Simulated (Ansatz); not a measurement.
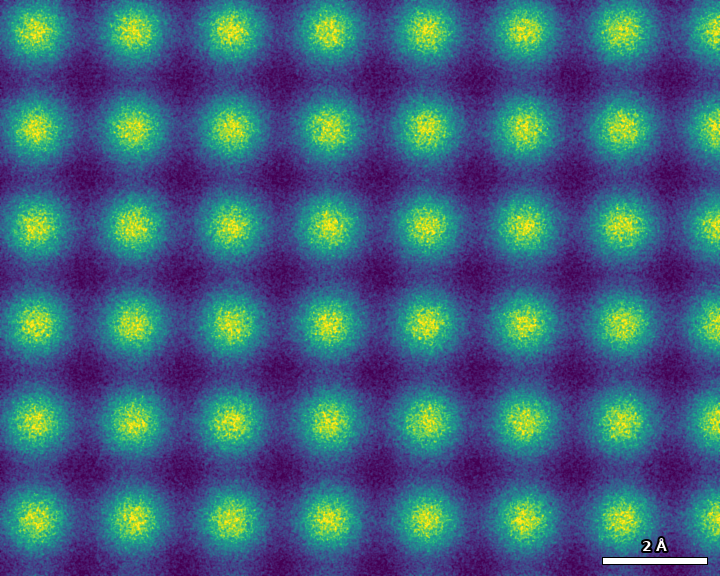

An image along [001] of one of the structures below (computed or model cells, partly hypothetical, each in its standard cell). Simulation: incoherent imaging, intensity Z^1.7 per atom, probe width 1.08 Å, thin sample. The probe carries 15 % of its weight in a tail 2.5 times as wide. Shot noise was added.

A. Rh
Space group Fm-3m (No. 225). a = 3.800 Å, b = 3.800 Å, c = 3.800 Å, α = 90.00°, β = 90.00°, γ = 90.00°
| atom | site | symmetry | x | y | z |
| --- | --- | --- | --- | --- | --- |
| Rh | 4a | m-3m | 0.0000 | 0.0000 | 0.0000 |

B. Ir
Space group Im-3m (No. 229). a = 3.089 Å, b = 3.089 Å, c = 3.089 Å, α = 90.00°, β = 90.00°, γ = 90.00°
| atom | site | symmetry | x | y | z |
| --- | --- | --- | --- | --- | --- |
| Ir | 2a | m-3m | 0.0000 | 0.0000 | 0.0000 |

C. Rh
Space group P6/mmm (No. 191). a = 4.417 Å, b = 4.417 Å, c = 2.713 Å, α = 90.00°, β = 90.00°, γ = 120.00°
```
atom  site  symmetry       x       y       z
  Rh    1a     6/mmm  0.0000  0.0000  0.0000
  Rh    2d      -6m2  0.3333  0.6667  0.5000
```

D. Ta
Space group Pm-3m (No. 221). a = 2.760 Å, b = 2.760 Å, c = 2.760 Å, α = 90.00°, β = 90.00°, γ = 90.00°
| atom | site | symmetry | x | y | z |
| --- | --- | --- | --- | --- | --- |
| Ta | 1a | m-3m | 0.0000 | 0.0000 | 0.0000 |

> Which structure was imaged?

A, Rh. Along [001] the projected cells are A 1.90 × 1.90 Å, 90°; B 2.18 × 2.18 Å, 90°; C 2.55 × 2.55 Å, 120°; D 2.76 × 2.76 Å, 90°. The image repeats as A does.

Structure A: a calculation's starting geometry.
